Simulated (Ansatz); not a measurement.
**Mo$_{5}$S$_{12}$ (slab): density, localisation and related maps**

Input

```
crystal:
  lattice:
    - [3.1204068994, 0.0, 0.0]
    - [0.0, 6.3470739376, 0.0]
    - [0.0, 0.0, 28.0011889129]
  atoms:
    - { symbol: S, position: [0.0, 0.6775582297, 0.2678457698] }
    - { symbol: S, position: [0.5, 0.2015921338, 0.269458413] }
    - { symbol: Mo, position: [0.5, 0.8791503635, 0.3149216731] }
    - { symbol: S, position: [0.5, 0.5567085933, 0.3603849333] }
    - { symbol: S, position: [0.0, 0.0807424973, 0.3619975764] }
    - { symbol: Mo, position: [0.0, 0.758300727, 0.4074608366] }
    - { symbol: S, position: [0.0, 0.4358589568, 0.4529240967] }
    - { symbol: S, position: [0.5, 0.9598928608, 0.4545367398] }
    - { symbol: Mo, position: [0.5, 0.6374510906, 0.5] }
    - { symbol: S, position: [0.5, 0.3150093203, 0.5454632602] }
    - { symbol: S, position: [0.0, 0.8390432244, 0.5470759033] }
    - { symbol: Mo, position: [0.0, 0.5166014541, 0.5925391634] }
    - { symbol: S, position: [0.0, 0.1941596838, 0.6380024236] }
    - { symbol: S, position: [0.5, 0.7181935879, 0.6396150667] }
    - { symbol: Mo, position: [0.5, 0.3957518176, 0.6850783269] }
    - { symbol: S, position: [0.5, 0.0733100474, 0.730541587] }
    - { symbol: S, position: [0.0, 0.5973439514, 0.7321542302] }
basis:
  ecutwfc: 420
kpoints:
  mp_grid: { grid: [11, 6, 1] }
hamiltonian:
  xc: pbesol
scf:
  occupations: { method: gaussian, width: 0.1 }
output:
  forces: true
  stress: true
  eigenvalues: true
  write_density: true
  write_potential: true
  elf: true
  volumetric_format: npy
efield:
  axis: 3
  dipole_correction: true
  ramp_width: 0.04
```

Run with:

```sh
ansatz run input.yaml --threads 2 --pin off --max-ram 5120MiB --backend cpu --events-out ev --progress --plain --runs-dir out
```

Not relaxed (largest force 1.3 eV/Å); computed without spin polarisation.

Level of theory: DFT PBEsol, scalar-relativistic, plane waves, PAW (Ansatz 0.2.0).

In a PAW calculation such maps are meaningful between the atoms, not at the nuclei.

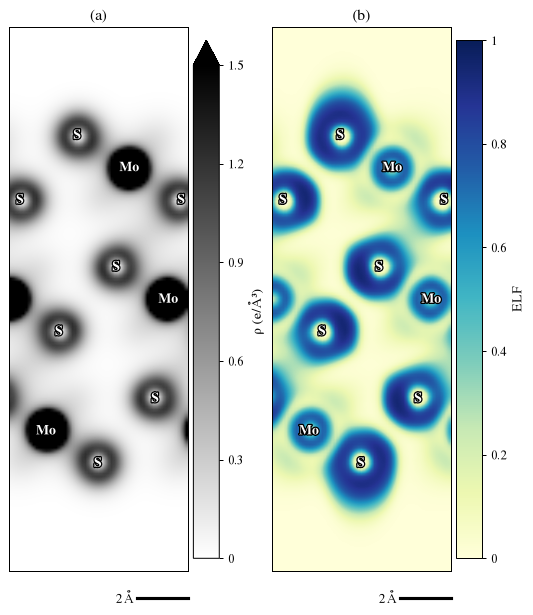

Figure 1. (a) valence pseudo-density; (b) ELF on the (100) plane of the calculation cell, a cut from vacuum to vacuum.

Question: Read the bonding off the picture.

Answer:
- The section cuts through S and Mo sites.
- Mo–S (2.41 Å): ρ is about 0.61 e/Å³ halfway; the ELF peaks at about 0.85 in the valence shell of S, 0.8 Å from its nucleus, and is about 0.45 at the midpoint.
- The density dies away to nearly zero in the vacuum.
- The features right at Mo lie inside the PAW spheres, where the map follows smoothed inner orbitals and isn't to be read closely.

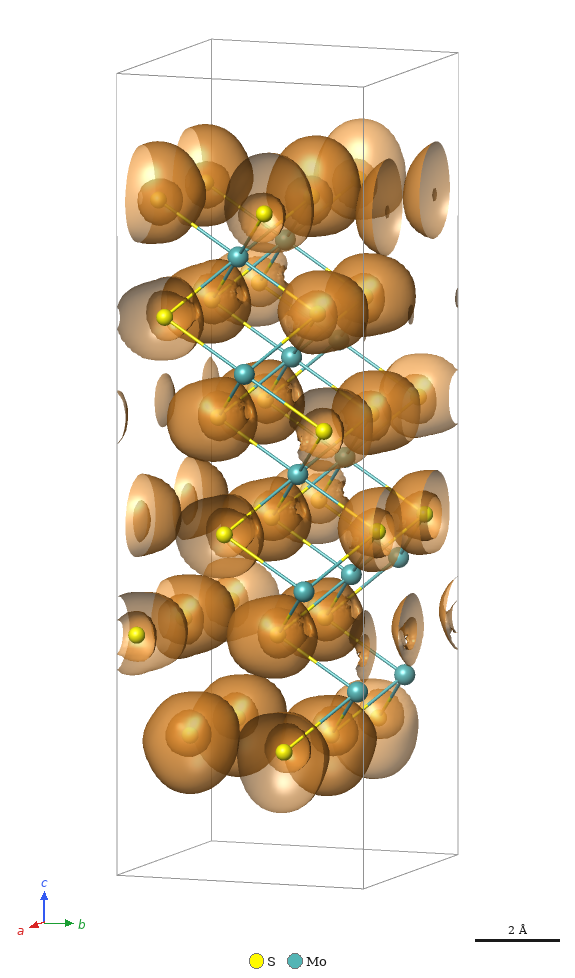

Figure 2. Isosurface of the ELF at 0.75 (orange), seen slightly off an axis. Core shells and regions of very low density are left out. Sticks mark near contacts.

Question: Describe the localisation domains.

Answer: The ELF exceeds this value in twelve regions wrapped around S (the valence shell of each), counted in one cell of 17 atoms. Counts are for one cell; the picture repeats the cell along the surface.

Question: Metal or insulator at this level of theory?

Answer: It is gapless in this calculation (a metal or semimetal).
